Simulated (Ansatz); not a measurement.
# Geometry relaxation, with input and output: CoO

CoO (2 atoms in the cell), computed with DFT PBE+U, scalar-relativistic, plane waves, PAW, Ueff = 3.32 eV on Co d, spin-polarised (Ansatz 0.2.0).

The structure derives from a Materials Project entry. Figures and captions count atoms from 1; the log counts them from 0 in places.

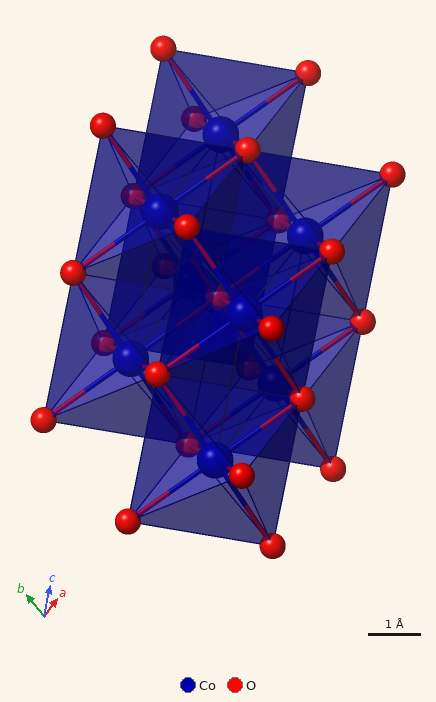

The starting structure (polyhedral view of the cell of the calculation, seen at an oblique angle; polyhedra are completed across the faces of the cell).

The input
```yaml
crystal:
  lattice:
    - [1.4726408144, 0.8502295706, 2.3703201762]
    - [-1.4726408144, 0.8502295706, 2.3703201762]
    - [0.0, -1.7004591412, 2.3703201762]
  atoms:
    - { symbol: Co, position: [0.0, 0.0, 0.0], spin: 2.88 }
    - { symbol: O, position: [0.5, 0.5, 0.5], spin: 0.24 }
basis:
  ecutwfc: 420
kpoints:
  mp_grid: { grid: [12, 12, 12] }
hamiltonian:
  xc: pbe
  hubbard: { sites: [{ species: Co, l: d, u_eff: 3.32 }] }
scf:
  occupations: { method: gaussian, width: 0.02 }
output:
  forces: true
  stress: true
  eigenvalues: true
  populations: true
  write_density: true
  write_potential: true
  elf: true
  volumetric_format: npy
magnetization:
  spin_polarized: true
relax:
  adjacent_minimum: "off"
  f_tol: 0.01
  max_steps: 30
  cell: { stress_tol: 0.1, fix: [volume] }
```

Hardware: 1 thread of Arm Neoverse V2, 128 GiB of memory available, shared host.

Launched with:
```bash
ansatz run input.yaml --threads 1 --pin off --max-ram 2560MiB --backend cpu --events-out ev --progress --plain --runs-dir out
```

The program's output
```
Co: projections on atomic orbitals take those of the free atom [Ne] 3s2 3p6 3d7 4s2, of charge +0.00 (hamiltonian.pseudopotentials.projection_atoms); the dataset's partial waves leave at most 1.4e-6 of an orbital's norm unspanned inside its sphere
O: projections on atomic orbitals take those of the free atom [He] 2s2 2p4, of charge +0.00 (hamiltonian.pseudopotentials.projection_atoms); the dataset's partial waves leave at most 1.9e-8 of an orbital's norm unspanned inside its sphere
Engine: ansatz 0.2.0, aarch64-unknown-linux-gnu
Pseudopotentials: kind: paw
Pseudopotential: Co, paw, valence charge 17, recommended cutoff 420 eV (normal), Co.paw.azcp
Pseudopotential: O, paw, valence charge 6, recommended cutoff 420 eV (normal), O.paw.azcp
Functional definition: PBE
  parameter kappa = 0.804
  parameter beta = 0.06672455060314922
  exchange = pbe_x(kappa = kappa, mu = beta*pi^2/3)
  correlation = pbe_c(beta = beta)
Crystal: 2 atoms, lattice volume = 17.807 Å³
Basis set: ecut = 420 eV, 337 PW (Γ), exchange–correlation on 40×40×40 points (8 copies of the dense FFT grid, shifted against one another)
Bands: 18, of which v1, the nominal top of the filled ones, is band 12 counted from 1 (11 counted from 0)
Symmetry: 12 space group operations
Space group: R-3m (ITA 166), of the structure as read, at distance tolerance 2.6e-5 Å
Magnetic group: BNS 166.97 (UNI 1327), of the structure as read, at distance tolerance 2.6e-5 Å
k-points: 189 of 1728
Non-local potential: Co, projectors of the file, l = 0: 3, l = 1: 2, l = 2: 3, l = 3: 1
Non-local potential: O, projectors of the file, l = 0: 2, l = 1: 2, l = 2: 1
PAW form: soft (Blöchl's): semilocal exchange-correlation on the pseudo side does not see the compensation charge
PAW one-centre angular grid: Co, 590 points (default); XC on 64 Gauss nodes
PAW one-centre angular grid: O, 110 points (default); XC on 64 Gauss nodes
Initial density: superposition of atomic densities (chi_scale 0.1, normalization cell, long waves kept (reshape's long-wave potential 0.00 eV rms))
Starting moments: Σ|m| = 3.12 μB on 2 of 2 sites
Initial wavefunctions: pseudopotential atomic-orbital guess
Functional: x = pbe(κ = 0.804, μ = 0.2195149727645171), c = pbe(β = 0.06672455060314922)
SCF iter   1: F=—  HF=-5691.620562 eV  |F-HF|=—  |Δ(HF+E_count)|=         —  Δρ=2.94e-1 (↑9.53e-2 ↓2.94e-1)  dr2=1.94e1  dr2_m=2.12e0  M=1.971 μB ∫|m|=1.971 μB  β_m=0.30  ethr=3.10e-3  ⟨swp⟩=5.0  Hψ=29583  notcnv=0
preconditioner: auto → none  [metal: Δε(μ)=0.003 eV  Ē_g=17.153 eV  σ=0.020 eV  W_gap=0.09  n_scr=8 (ndim 8)  ℏωp=34.1 eV  f_vac=0.000  D(μ)=3.46/eV (n_scr^D=58)  sad-step TF]
SCF iter   2: F=—  HF=-5690.018772 eV  |F-HF|=—  |Δ(HF+E_count)|=    1.60e0  Δρ=8.72e-2 (↑5.19e-2 ↓8.72e-2)  dr2=6.81e-1  dr2_m=4.60e-1  M=3.000 μB ∫|m|=3.004 μB  β_m=1.00  ethr=3.10e-3  ⟨swp⟩=3.0  Hψ=17960  notcnv=0  defer=498
SCF iter   3: F=—  HF=-5690.086834 eV  |F-HF|=—  |Δ(HF+E_count)|=   6.81e-2  Δρ=2.81e-2 (↑2.70e-2 ↓2.81e-2)  dr2=1.58e-1  dr2_m=4.12e-3  M=3.000 μB ∫|m|=3.012 μB  β_m=1.00  ethr=2.96e-3  ⟨swp⟩=3.0  Hψ=15316  notcnv=0  defer=478
SCF iter   4: F=—  HF=-5690.254652 eV  |F-HF|=—  |Δ(HF+E_count)|=   1.68e-1  Δρ=1.10e-2 (↑1.09e-2 ↓1.10e-2)  dr2=2.38e-2  dr2_m=2.84e-3  M=2.952 μB ∫|m|=2.967 μB  β_m=0.30  ethr=6.87e-4  ⟨swp⟩=2.3  Hψ=11675  notcnv=0  defer=476
Mixer restart at iter 4: flushing history
spin-set hold released at iteration 4 (site moments contracting): the magnetisation degrees of freedom join the quasi-Newton model from the next iteration; the mixer history was flushed
SCF iter   5: F=—  HF=-5691.073765 eV  |F-HF|=—  |Δ(HF+E_count)|=         —  Δρ=3.98e-2 (↑7.40e-3 ↓3.98e-2)  dr2=4.99e-2  dr2_m=6.25e-2  M=3.000 μB ∫|m|=3.014 μB  β_m=1.00  ethr=1.03e-4  ⟨swp⟩=2.4  Hψ=11438  notcnv=0  defer=490
Mixer restart at iter 5: flushing history
SCF iter   6: F=—  HF=-5690.657892 eV  |F-HF|=—  |Δ(HF+E_count)|=   4.16e-1  Δρ=1.39e-2 (↑9.91e-3 ↓1.39e-2)  dr2=7.77e-2  dr2_m=2.98e-3  M=3.000 μB ∫|m|=3.016 μB  β_m=0.30  ethr=2.17e-4  ⟨swp⟩=2.1  Hψ=14164  notcnv=0  defer=490
SCF iter   7: F=—  HF=-5690.638177 eV  |F-HF|=—  |Δ(HF+E_count)|=   1.97e-2  Δρ=3.93e-3 (↑3.93e-3 ↓3.31e-3)  dr2=4.37e-3  dr2_m=5.82e-5  M=2.995 μB ∫|m|=3.010 μB  β_m=0.30  ethr=2.17e-4  ⟨swp⟩=2.1  Hψ=11876  notcnv=0  defer=548
SCF iter   8: F=—  HF=-5690.636944 eV  |F-HF|=—  |Δ(HF+E_count)|=   1.23e-3  Δρ=2.29e-3 (↑9.62e-4 ↓2.29e-3)  dr2=9.71e-4  dr2_m=2.64e-4  M=3.000 μB ∫|m|=3.014 μB  β_m=0.31  ethr=1.90e-5  ⟨swp⟩=2.4  Hψ=11667  notcnv=0  defer=548
Mixer restart at iter 8: flushing history
SCF iter   9: F=—  HF=-5694.097450 eV  |F-HF|=—  |Δ(HF+E_count)|=         —  Δρ=1.15e-1 (↑2.60e-3 ↓1.15e-1)  dr2=3.62e-1  dr2_m=5.49e-1  M=3.000 μB ∫|m|=3.004 μB  β_m=1.00  ethr=4.22e-6  ⟨swp⟩=2.1  Hψ=9483  notcnv=0  defer=548
Mixer restart at iter 9: flushing history
SCF iter  10: F=—  HF=-5691.231095 eV  |F-HF|=—  |Δ(HF+E_count)|=    2.87e0  Δρ=1.27e-2 (↑7.73e-3 ↓1.27e-2)  dr2=3.94e-2  dr2_m=2.67e-3  M=3.000 μB ∫|m|=3.008 μB  β_m=0.31  ethr=2.17e-4  ⟨swp⟩=3.0  Hψ=16205  notcnv=0  defer=606
SCF iter  11: F=—  HF=-5691.221533 eV  |F-HF|=—  |Δ(HF+E_count)|=   9.56e-3  Δρ=4.34e-3 (↑4.34e-3 ↓1.59e-3)  dr2=2.55e-3  dr2_m=7.11e-4  M=3.000 μB ∫|m|=3.007 μB  β_m=0.30  ethr=1.71e-4  ⟨swp⟩=2.5  Hψ=14256  notcnv=0  defer=604
SCF iter  12: F=—  HF=-5691.221208 eV  |F-HF|=—  |Δ(HF+E_count)|=   3.25e-4  Δρ=2.12e-3 (↑2.11e-3 ↓2.12e-3)  dr2=2.52e-4  dr2_m=6.02e-4  M=3.000 μB ∫|m|=3.008 μB  β_m=0.44  ethr=1.11e-5  ⟨swp⟩=2.3  Hψ=9948  notcnv=0  defer=604
SCF iter  13: F=—  HF=-5691.221691 eV  |F-HF|=—  |Δ(HF+E_count)|=   4.83e-4  Δρ=1.28e-3 (↑1.23e-3 ↓1.28e-3)  dr2=1.50e-4  dr2_m=1.85e-4  M=3.000 μB ∫|m|=3.008 μB  β_m=0.55  ethr=1.10e-6  ⟨swp⟩=2.3  Hψ=9220  notcnv=0  defer=604
SCF iter  14: F=—  HF=-5691.221987 eV  |F-HF|=—  |Δ(HF+E_count)|=   2.96e-4  Δρ=7.22e-4 (↑1.67e-4 ↓7.22e-4)  dr2=1.65e-5  dr2_m=2.67e-5  M=3.000 μB ∫|m|=3.008 μB  β_m=0.77  ethr=6.52e-7  ⟨swp⟩=2.0  Hψ=10118  notcnv=0  defer=604
SCF iter  15: F=—  HF=-5691.222069 eV  |F-HF|=—  |Δ(HF+E_count)|=   8.17e-5  Δρ=2.37e-4 (↑2.21e-5 ↓2.37e-4)  dr2=1.96e-6  dr2_m=2.54e-6  M=3.000 μB ∫|m|=3.007 μB  β_m=0.89  ethr=7.17e-8  ⟨swp⟩=2.3  Hψ=10675  notcnv=0  defer=604
SCF iter  16: F=—  HF=-5691.222080 eV  |F-HF|=—  |Δ(HF+E_count)|=         —  Δρ=8.96e-5 (↑1.00e-5 ↓8.96e-5)  dr2=2.99e-7  dr2_m=3.48e-7  M=3.000 μB ∫|m|=3.007 μB  β_m=1.00  ethr=8.52e-9  ⟨swp⟩=2.0  Hψ=10329  notcnv=0  defer=604
Mixer restart at iter 16: flushing history
SCF iter  17: F=—  HF=-5689.865707 eV  |F-HF|=—  |Δ(HF+E_count)|=         —  Δρ=3.05e-2 (↑1.53e-5 ↓3.05e-2)  dr2=7.41e-2  dr2_m=3.80e-2  M=3.000 μB ∫|m|=3.008 μB  ethr=2.17e-4  ⟨swp⟩=1.5  Hψ=7192  notcnv=0  defer=604
Mixer restart at iter 17: flushing history
SCF iter  18: F=—  HF=-5691.222079 eV  |F-HF|=—  |Δ(HF+E_count)|=         —  Δρ=4.20e-5 (↑8.84e-6 ↓4.20e-5)  dr2=9.77e-8  dr2_m=8.00e-8  M=3.000 μB ∫|m|=3.007 μB  β_m=0.89  ethr=1.30e-9  ⟨swp⟩=5.0  Hψ=27948  notcnv=0  defer=556
SCF iter  19: F=—  HF=-5691.222079 eV  |F-HF|=—  |Δ(HF+E_count)|=   2.16e-7  Δρ=3.40e-5 (↑2.51e-5 ↓3.40e-5)  dr2=3.54e-7  dr2_m=1.86e-8  M=3.000 μB ∫|m|=3.007 μB  β_m=0.89  ethr=4.25e-10  ⟨swp⟩=2.0  Hψ=14168  notcnv=0  defer=556
SCF iter  20: F=—  HF=-5691.222079 eV  |F-HF|=—  |Δ(HF+E_count)|=   1.71e-7  Δρ=5.23e-5 (↑3.48e-5 ↓5.23e-5)  dr2=8.86e-7  dr2_m=2.41e-8  M=3.000 μB ∫|m|=3.007 μB  β_m=0.66  ethr=4.25e-10  ⟨swp⟩=2.1  Hψ=10580  notcnv=0  defer=556
SCF iter  21: F=-5691.222079 eV  HF=-5691.222079 eV  |F-HF|=7.98e-10  |Δ(HF+E_count)|=   1.77e-7  Δρ=3.59e-6 (↑3.01e-6 ↓3.59e-6)  dr2=2.25e-9  dr2_m=6.88e-10  M=3.000 μB ∫|m|=3.007 μB  ethr=4.25e-10  ⟨swp⟩=9.0  Hψ=40883  notcnv=0
SCF 1 converged in 21 iterations: F = -5691.222079 eV  dr2 = 2.25e-9
  greatest PAW one-centre occupation: 1.004 electrons in one spin orbital (limit 2), on the Co atom at site 0 (counted from 0), in its partial waves of l = 1
relax step   1: F+E_penalty+E_count = -5691.22207919 eV  Δ(F+E_penalty+E_count) = +0.000e0 eV  max|allowed force component| = 2.104e-30 eV/Å  Δτ_max = 0.0000 Å  P = +28.794 GPa  Ω = 17.807 Å³  fix = [volume]  reactions: volume +28.794 GPa  (21 SCF iters, dr2 threshold 1.00e-7 eV, accepted)
Initial density: handed on by an earlier stage of this run
Starting moments: Σ|m| = 3.12 μB on 2 of 2 sites; this step starts from the density that it was given
Initial wavefunctions: pseudopotential atomic-orbital guess (no wavefunctions were taken with the density)
iter 1 solved again at ethr=7.97e-9 eV; its pass at ethr=3.10e-3 eV (dr2=1.83e-6 eV) is discarded
SCF iter   1: F=—  HF=-5691.222079 eV  |F-HF|=—  |Δ(HF+E_count)|=         —  Δρ=3.68e-6 (↑3.01e-6 ↓3.68e-6)  dr2=2.47e-9  dr2_m=6.75e-10  M=3.000 μB ∫|m|=3.007 μB  β_m=0.30  ethr=7.97e-9  ⟨swp⟩=3.8  Hψ=51377  notcnv=0
preconditioner: auto → none  [insulator: Δε(μ)=0.939 eV  Ē_g=17.217 eV  σ=0.020 eV  W_gap=1.00  n_scr=8 (ndim 8)  ℏωp=34.1 eV  f_vac=0.000  D(μ)=0.00/eV (n_scr^D=0)  ε∞_Penn≈4.9]
SCF iter   2: F=—  HF=-5691.222079 eV  |F-HF|=—  |Δ(HF+E_count)|=   1.29e-9  Δρ=2.96e-6 (↑8.84e-7 ↓2.96e-6)  dr2=3.09e-10  dr2_m=5.71e-10  M=3.000 μB ∫|m|=3.007 μB  β_m=0.36  ethr=1.08e-11  ⟨swp⟩=2.0  Hψ=9899  notcnv=0
SCF iter   3: F=—  HF=-5691.222079 eV  |F-HF|=—  |Δ(HF+E_count)|=  5.18e-10  Δρ=2.33e-6 (↑1.03e-6 ↓2.33e-6)  dr2=1.58e-10  dr2_m=3.68e-10  M=3.000 μB ∫|m|=3.007 μB  β_m=0.68  ethr=1.34e-12  ⟨swp⟩=2.1  Hψ=9081  notcnv=0
SCF iter   4: F=—  HF=-5691.222079 eV  |F-HF|=—  |Δ(HF+E_count)|=   1.38e-9  Δρ=1.01e-6 (↑1.01e-6 ↓5.81e-7)  dr2=2.55e-10  dr2_m=1.37e-11  M=3.000 μB ∫|m|=3.007 μB  β_m=0.60  ethr=1.00e-12  ⟨swp⟩=2.0  Hψ=11149  notcnv=0
SCF iter   5: F=-5691.222079 eV  HF=-5691.222079 eV  |F-HF|=1.82e-12  |Δ(HF+E_count)|=  8.46e-11  Δρ=3.92e-7 (↑2.77e-7 ↓3.92e-7)  dr2=1.05e-11  dr2_m=1.28e-11  M=3.000 μB ∫|m|=3.007 μB  ethr=1.00e-12  ⟨swp⟩=4.0  Hψ=29516  notcnv=0
SCF 2 converged in 5 iterations: F = -5691.222079 eV  dr2 = 1.05e-11
relax step   2: F+E_penalty+E_count = -5691.22207919 eV  Δ(F+E_penalty+E_count) = -2.783e-9 eV  max|allowed force component| = 1.841e-30 eV/Å  Δτ_max = 0.0000 Å  P = +28.793 GPa  Ω = 17.807 Å³  fix = [volume]  reactions: volume +28.793 GPa  stress off target by 7.01e-3 GPa on what of the cell is left free  SCF on the basis re-selected at this cell (its energy is not comparable with the rows above)  (5 SCF iters)
basis re-selected at this cell: Δ(F+E_penalty+E_count) = -2.783e-9 eV, ΔP = -0.000 GPa vs the last step (what re-selecting the basis moved, of the pressure what is left beyond the Pulay correction that the steps carried, after the strain that the cell walked since its last selection, with what the two solves' SCF thresholds leave and, on support functions, any second-order correction that the steps lacked; it is no measure of the basis error at this ecutwfc). This SCF's stress stands 7.01e-3 GPa from its target on what of the cell is left free (relax.cell.stress_tol is 1.00e-1 GPa) and its largest allowed force component is 1.84e-30 eV/Å (relax.f_tol is 1.00e-2 eV/Å): within both
SCF converged after 5 iterations
Magnetization: 3.0000 μB (13.0000 up, 10.0000 down)
Absolute magnetization: 3.0058 μB (∫|ρ↑−ρ↓|, with the PAW one-centre terms)
Spin contamination: 0.0032 ħ² per cell (⟨S²⟩ above its minimum at these occupations)
Per-site moments (μB) at R_I (Å): [(2.569288182957452, 0.8549967539155153), (0.2502538204602234, 0.8549967539155153)]
Free energy (F): -5691.222079 eV
Harris-Foulkes:  -5691.222079 eV  (|F-HF|=1.82e-12)
Internal energy: -5691.222079 eV  (E = F + TS)
E sigma→0 (E₀):  -5691.222079 eV
Fermi energy:    15.814589 eV
--- Per-component energies (eV) ---
  E_band       = -282.509387
  E_kinetic    = 621.001667
  E_local      = -3309.987822  (includes V_loc(G=0)·N_el)
  E_nonlocal   = 515.716023
  E_hartree    = 1363.554300
  E_xc         = -229.882782
  E_vxc        = -295.513070  (∫ρ·V_xc dr)
  E_hubbard    = 0.565315  (on-site DFT+U / exact-exchange correction)
  E_vhub       = -10.990782  (the Hubbard potential's part of the band-sum identity)
  E_paw        = -1677.966978  (= ΣΔE_a)
  E_vpaw       = -529.846759  (= ΣTr[D̂ρ^β])
  E_aug_tail   = 0.002599  (compensation charges beyond the density's cutoff)
  E_ewald      = -2974.224401
  E_smearing   = -0.000000  (= −TS)
  E_closure    = 0.000000  (closes the sum)
  Σ components = -5691.222079   (vs F -5691.222079, Δ=0.00e0)
--- Forces (eV/Å), atoms counted from 1 ---
  atom   1  Co     0.00000000     0.00000000    -0.00000000
  atom   2  O      0.00000000     0.00000000    -0.00000000
  max |Σ_I F_I| component: 4.73e-30 eV/Å
--- Stress (GPa, compression-positive) ---
       28.796733      -0.000000       0.000000
       -0.000000      28.796733       0.000000
        0.000000       0.000000      28.786213
  P = ⅓ Tr σ = 28.7932 GPa (287.932 kbar)
--- Band table (eV; the first three rows and the last of 378) ---
  k-point 0 ↑: bands = ["-81.5763", "-45.3875", "-44.5596", "-44.5596", "-5.1306", "9.6576", "10.3492", "10.3492", "10.8821", "10.8821", "12.4365", "12.4365", "12.4762", "17.0157", "32.4412", "34.1694", "34.1694", "34.1862"]
  k-point 1 ↑: bands = ["-81.5759", "-45.3884", "-44.5628", "-44.5600", "-5.0444", "9.6319", "10.0751", "10.1130", "10.6442", "10.8938", "12.2177", "12.7876", "12.7889", "17.5349", "31.1356", "33.9623", "33.9669", "34.8883"]
  k-point 2 ↑: bands = ["-81.5750", "-45.3909", "-44.5716", "-44.5612", "-4.7999", "9.3134", "9.5019", "9.6035", "10.1788", "11.0218", "12.0580", "13.4360", "13.4844", "18.6473", "29.1931", "33.0724", "33.0917", "35.4841"]
  k-point 188 ↓: bands = ["-78.3023", "-41.9055", "-41.5480", "-41.5480", "-3.1263", "7.6260", "10.8148", "10.8148", "13.4821", "13.4821", "17.5851", "19.5688", "19.5688", "21.0554", "26.8632", "29.7347", "29.7347", "37.7777"]
Occupation matrices written to [file]
--- Relaxed structure (1 steps of the walk, 1 accepted, 1 SCFs on fresh bases) ---
  F+E_penalty+E_count = -5691.22207919 eV   max|allowed force component| = 1.841e-30 eV/Å   (the final SCF, on the basis selected at the relaxed cell)
  cell:  # Å, volume = 17.8070 Å³
    - [1.4726408143883347, 0.850229570606735, 2.3703201762]
    - [-1.4726408143883347, 0.850229570606735, 2.3703201762]
    - [0.0, -1.70045914121347, 2.3703201762]
  atoms:
    - { symbol: Co, position: [0.0, 0.0, 0.0] }
    - { symbol: O, position: [0.5, 0.5, 0.5] }
--- Löwdin populations: 2 sites ---
  site symbol       q [e]    m [muB]
     0     Co     15.8154     2.6692
     1      O      7.0610     0.3257
  spilling = 0.005377 (of n_electrons = 23.000000)
```

Trajectory as extended XYZ (Å, eV, eV/Å), 2 frames, from step=1 to step=2
```
2
Lattice="1.4726 0.8502 2.3703 -1.4726 0.8502 2.3703 0.0000 -1.7005 2.3703" Properties=species:S:1:pos:R:3:forces:R:3 step=1 energy=-5691.22208 pressure_GPa=28.79
Co    0.0000    0.0000    0.0000    0.0000   0.0000   0.0000
O     0.0000    0.0000    3.5555    0.0000   0.0000   0.0000
2
Lattice="1.4726 0.8502 2.3703 -1.4726 0.8502 2.3703 0.0000 -1.7005 2.3703" Properties=species:S:1:pos:R:3:forces:R:3 step=2 energy=-5691.22208 pressure_GPa=28.79
Co    0.0000    0.0000    0.0000    0.0000   0.0000   0.0000
O     0.0000    0.0000    3.5555    0.0000   0.0000   0.0000
```

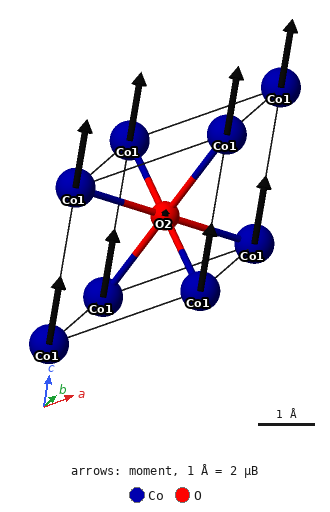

Magnetic moments of the sites as black arrows (ball-and-stick view of the cell of the calculation, seen slightly off an axis; atoms are numbered from 1 in the order of the input); small moments hardly show. The run is collinear, so the axis drawn is arbitrary. Site moments: Co1 (2.57 μB); O2 (0.25 μB). They are counted near the atoms and needn't add up to the moment of the cell.

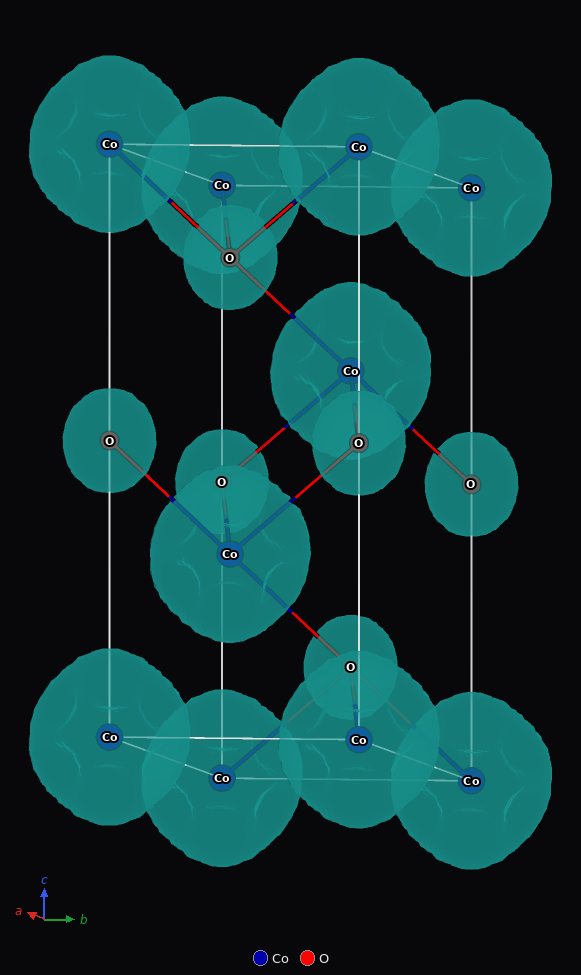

Isosurface of the magnetisation density (up minus down) at +0.1 e/Å³ (teal), seen at an oblique angle. Sticks mark near contacts. The outline is the cell set on symmetry axes. The cell of the calculation (2 atoms) carries 3.0 μB net. In a PAW calculation such maps are meaningful between the atoms, not at the nuclei.

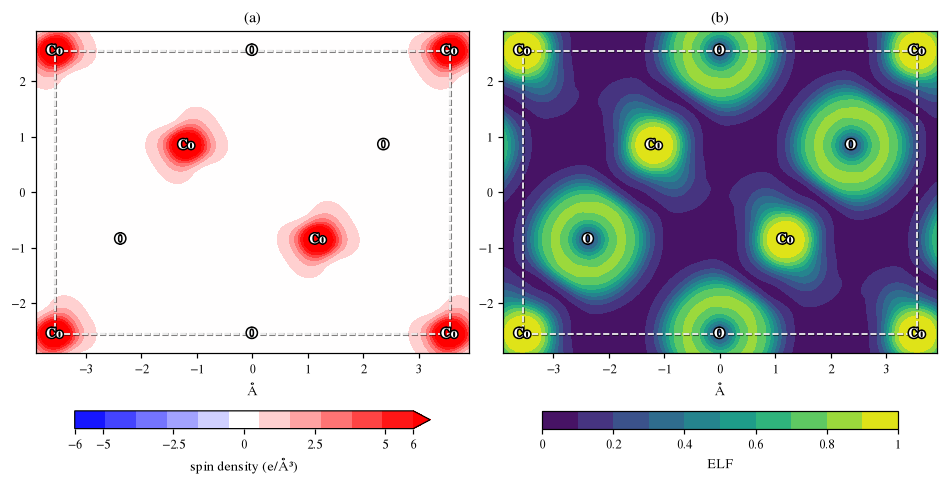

(a) spin density; (b) electron localisation function on the (110) plane of the conventional cell. The section cuts through Co and O sites. Co–O (2.07 Å): the ELF is about 0.15 at the midpoint. The strong features right at Co lie inside the PAW spheres (semicore, d or f shells) and say nothing about bonding. The cell of the calculation (2 atoms) carries 3.0 μB net.

Summary

- outcome: converged
- space group (tolerance 0.01 Å): R-3m (166)
- electrons treated: 23
- free energy: −5691.2221 eV
- Fermi energy: 15.815 eV
- gap on the k-point mesh: 0.94 eV
- net moment of the cell: 3.00 μB
- integrated absolute moment: 3.01 μB
- pressure: 28.79 GPa
- final volume: 17.81 Å³
- largest force (length of the vector) at the end: under 0.001 eV/Å
- final cell: a = 2.917 Å, b = 2.917 Å, c = 2.917 Å, α = 60.64°, β = 60.64°, γ = 60.64°
- wall time: 36 s
- peak memory: 0.45 GiB

The electronic state found may not be the lowest one. The cell is under a pressure of 29 GPa at this level, so it is not at its equilibrium volume.
